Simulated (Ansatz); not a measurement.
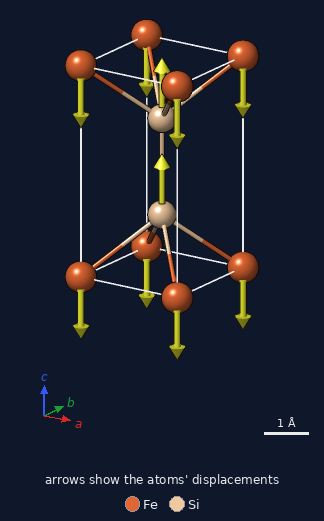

Normal modes of solid FeSi$_{2}$ at 0.98 times its rest volume, space group P4/mmm (No. 123), at the zone centre. The optical levels lie at 234 (×2), 303 (×2), 374, 570 cm⁻¹. One mode is drawn. The yellow arrows give the relative displacements of the atoms. A ball-and-stick model of the cell of the calculation, seen from a free direction.

All numbers below come from DFT PBEsol, scalar-relativistic, plane waves, PAW in Ansatz 0.2.0. Set-up: plane-wave cutoff 420 eV; k-point mesh 16 × 16 × 8; occupations fermi dirac; smearing width 0.15 eV; no spin polarisation.

The frequencies depend somewhat on the k-mesh and the smearing.

Q: To which level does it belong?

A: The level at 374 cm⁻¹. This is the A₂u mode, optical level 3 of 4, counted from below, infrared-active by symmetry. The Fe sublattice moves against the Si sublattice, along c; the kinetic energy is shared as Fe 50 %, Si 50 %. The crystal is a metal, so free carriers screen the infrared response.

Limits of the set-up: an element that often carries a moment was run without spin polarisation.
